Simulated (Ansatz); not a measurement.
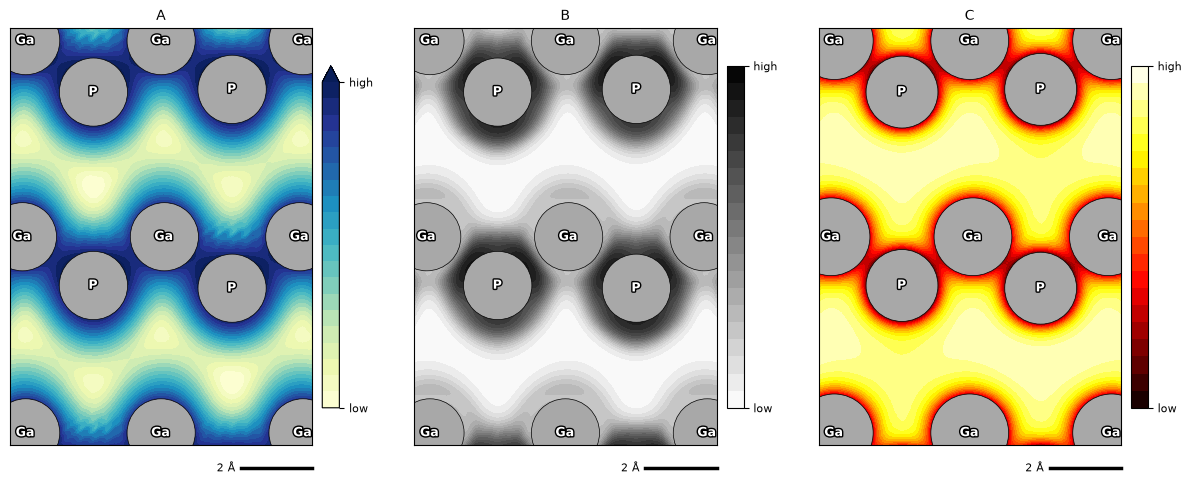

Ga7P8 (cell charge −1, with a compensating background) (cell with a defect): 3 fields on the (11̄0) plane of the calculation cell, with unlabelled colour scales. Grey discs cover the atomic cores.

Computed with DFT PBE, scalar-relativistic, plane waves, PAW (Ansatz).

```xyz
15
Lattice="0.0000 5.5051 -5.5051 5.5051 5.5051 0.0000 5.5051 0.0000 -5.5051" Properties=species:S:1:pos:R:3 pbc="T T T"
Ga    5.5051    2.7526   -8.1935
Ga    8.1935    2.7526   -5.5051
Ga    5.5051    0.0642   -5.5051
Ga    5.5051    5.4409   -5.5051
Ga    2.8167    2.7526   -5.5051
Ga    5.5051    2.7526   -2.8167
Ga    2.7526    0.0000   -2.7526
P     4.0611    4.1966   -4.0611
P     6.8734    6.8895   -4.1369
P     4.1369    6.8895   -6.8734
P     6.8734    9.6259   -6.8734
P     6.9491    4.1966   -6.9491
P     9.5662    6.8136   -6.9491
P     6.9491    6.8136   -9.5662
P     9.6420    9.6259   -9.6420
```

### The panels show electron localisation function, electrostatic potential energy of an electron and valence pseudo-density in some order. Assign them.

Panel A: valence pseudo-density. Panel B: electron localisation function. Panel C: electrostatic potential energy of an electron (low next to the atoms, rising into the space between them). From the grid: Ga–P (2.42 Å): ρ at the midpoint is about 0.5 e/Å³; the ELF peaks at about 0.90 in the valence shell of P, 0.9 Å from its nucleus, and is about 0.75 at the midpoint.
